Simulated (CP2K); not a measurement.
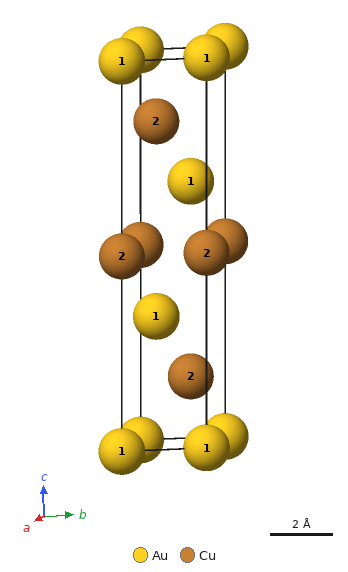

Starting structure of a crystal of CuAu (set up in R-3m). A spheres-only model of the conventional cell (3 times the calculation's cell), seen from a free direction. Lengths and directions refer to the drawn axes.

The run lets cell and atoms move.

Theory: CP2K 2026.2, Kohn-Sham DFT of a periodic cell, LDA, GTH-PADE with UZH-TZVP basis.

The input:
```
&GLOBAL
  PROJECT cuau_vcrelax
  RUN_TYPE CELL_OPT
  PRINT_LEVEL LOW
&END GLOBAL
&FORCE_EVAL
  METHOD QS
  STRESS_TENSOR ANALYTICAL
  &DFT
    BASIS_SET_FILE_NAME BASIS_MOLOPT_UZH
    POTENTIAL_FILE_NAME GTH_POTENTIALS
    &MGRID
      CUTOFF 500
      REL_CUTOFF 60
      NGRIDS 5
    &END MGRID
    &QS
      METHOD GPW
      EPS_DEFAULT 1.0E-9
      EXTRAPOLATION USE_PREV_P
    &END QS
    &KPOINTS
      SCHEME MONKHORST-PACK 8 8 8
      GAMMA_CENTERED T
    &END KPOINTS
    &SCF
      SCF_GUESS ATOMIC
      EPS_SCF 1.0E-6
      MAX_SCF 100
      ADDED_MOS 16
      CHOLESKY OFF
      EPS_EIGVAL 1.0E-7
      &DIAGONALIZATION ON
        ALGORITHM STANDARD
      &END DIAGONALIZATION
      &MIXING ON
        METHOD BROYDEN_MIXING
        ALPHA 0.4
        BETA 1.5
        NBUFFER 8
      &END MIXING
      &SMEAR ON
        METHOD FERMI_DIRAC
        ELECTRONIC_TEMPERATURE 116.05
      &END SMEAR
    &END SCF
    &XC
      &XC_FUNCTIONAL
        &LDA_X
        &END LDA_X
        &LDA_C_PW
        &END LDA_C_PW
      &END XC_FUNCTIONAL
    &END XC
    &PRINT
      &KPOINTS ON
      &END KPOINTS
      &MULLIKEN ON
        &EACH
          CELL_OPT 0
        &END EACH
        ADD_LAST NUMERIC
      &END MULLIKEN
      &MO ON
        ENERGIES T
        OCCUPATION_NUMBERS T
        &EACH
          QS_SCF 0
          CELL_OPT 0
        &END EACH
        ADD_LAST NUMERIC
      &END MO
      &LOWDIN ON
        &EACH
          CELL_OPT 0
        &END EACH
        ADD_LAST NUMERIC
      &END LOWDIN
      &HIRSHFELD ON
        SHAPE_FUNCTION DENSITY
        &EACH
          CELL_OPT 0
        &END EACH
        ADD_LAST NUMERIC
      &END HIRSHFELD
    &END PRINT
  &END DFT
  &SUBSYS
    &CELL
      A 4.5707264522 0.0000000000 0.0000000000
      B 3.6595307865 2.7384986259 0.0000000000
      C 3.6595307865 1.2176557475 2.4528940467
      PERIODIC XYZ
    &END CELL
    &COORD
      Au  0.0000000000 0.0000000000 0.0000000000
      Cu  5.9448940126 1.9780771867 1.2264470233
    &END COORD
    &KIND Au
      BASIS_SET TZVP-MOLOPT-PBE-GTH-q11
      POTENTIAL GTH-PADE-q11
    &END KIND
    &KIND Cu
      BASIS_SET TZVP-MOLOPT-PBE-GTH-q11
      POTENTIAL GTH-PADE-q11
    &END KIND
    &PRINT
      &ATOMIC_COORDINATES ON
      &END ATOMIC_COORDINATES
      &CELL ON
      &END CELL
    &END PRINT
  &END SUBSYS
  &PRINT
    &FORCES ON
    &END FORCES
    &STRESS_TENSOR ON
    &END STRESS_TENSOR
  &END PRINT
&END FORCE_EVAL
&MOTION
  &CELL_OPT
    OPTIMIZER BFGS
    MAX_ITER 40
    MAX_FORCE [eV*angstrom^-1] 0.02
    RMS_FORCE [eV*angstrom^-1] 0.02
    MAX_DR 1.0E-2
    RMS_DR 1.0E-2
    EXTERNAL_PRESSURE [bar] 0.0
    PRESSURE_TOLERANCE [bar] 300
    KEEP_SPACE_GROUP T
  &END CELL_OPT
  &PRINT
    &TRAJECTORY ON
    &END TRAJECTORY
    &CELL ON
    &END CELL
    &FORCES ON
    &END FORCES
    &STRESS ON
    &END STRESS
    &RESTART OFF
    &END RESTART
    &RESTART_HISTORY OFF
    &END RESTART_HISTORY
  &END PRINT
&END MOTION
```

Command:
```bash
OMP_NUM_THREADS=1 cp2k.psmp -i cuau_vcrelax.inp -o cuau_vcrelax.out
```

Predict the outcome.

No atom moves by more than 0.005 Å relative to the cell. The volume changes by −5.7 %, with a 2.886 → 2.866 Å (−0.7 %), b 2.886 → 2.845 Å (−1.4 %), c 12.769 → 12.329 Å (−3.4 %), γ 120.0° → 120.3°. Near-neighbour distances that change, for instance: Au1–Cu2 2.703 → 2.626 Å, Cu2–Cu2 2.886 → 2.844 Å, Au1–Au1 2.886 → 2.845 Å, Cu2–Cu2 (another image) 2.886 → 2.866 Å. Within 0.06 Å the space group is R-3m at the start and R-3m at the end; at a tighter tolerance small leftover displacements or strains of the cell lower it. The energy falls by 59.4 meV per cell of the calculation in 13 geometry steps.

Step by step:

```json
{"step": "0", "E − E(0), meV/atom": "0.00", "pressure, GPa": "-9.30", "volume, Å³/atom": "15.351"}
{"step": "1", "E − E(0), meV/atom": "-4.52", "pressure, GPa": "-8.56", "volume, Å³/atom": "15.263"}
{"step": "2", "E − E(0), meV/atom": "-22.45", "pressure, GPa": "0.44", "volume, Å³/atom": "14.408"}
{"step": "3", "E − E(0), meV/atom": "-23.13", "pressure, GPa": "-1.25", "volume, Å³/atom": "14.544"}
{"step": "4", "E − E(0), meV/atom": "-23.18", "pressure, GPa": "-1.11", "volume, Å³/atom": "14.532"}
{"step": "5", "E − E(0), meV/atom": "-23.65", "pressure, GPa": "-0.36", "volume, Å³/atom": "14.471"}
{"step": "6", "E − E(0), meV/atom": "-24.46", "pressure, GPa": "0.48", "volume, Å³/atom": "14.404"}
{"step": "7", "E − E(0), meV/atom": "-26.50", "pressure, GPa": "1.69", "volume, Å³/atom": "14.314"}
{"step": "8", "E − E(0), meV/atom": "-28.06", "pressure, GPa": "2.56", "volume, Å³/atom": "14.261"}
{"step": "9", "E − E(0), meV/atom": "-29.16", "pressure, GPa": "1.39", "volume, Å³/atom": "14.350"}
{"step": "10", "E − E(0), meV/atom": "-29.74", "pressure, GPa": "0.06", "volume, Å³/atom": "14.462"}
{"step": "11", "E − E(0), meV/atom": "-29.72", "pressure, GPa": "-0.06", "volume, Å³/atom": "14.474"}
{"step": "12", "E − E(0), meV/atom": "-29.71", "pressure, GPa": "-0.01", "volume, Å³/atom": "14.471"}
{"step": "13", "E − E(0), meV/atom": "-29.71", "pressure, GPa": "", "volume, Å³/atom": "14.471"}
```

The end point in the same view:

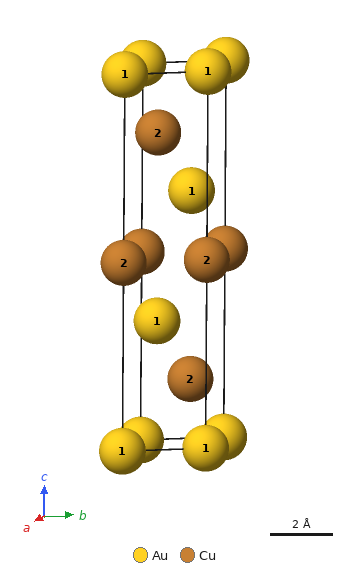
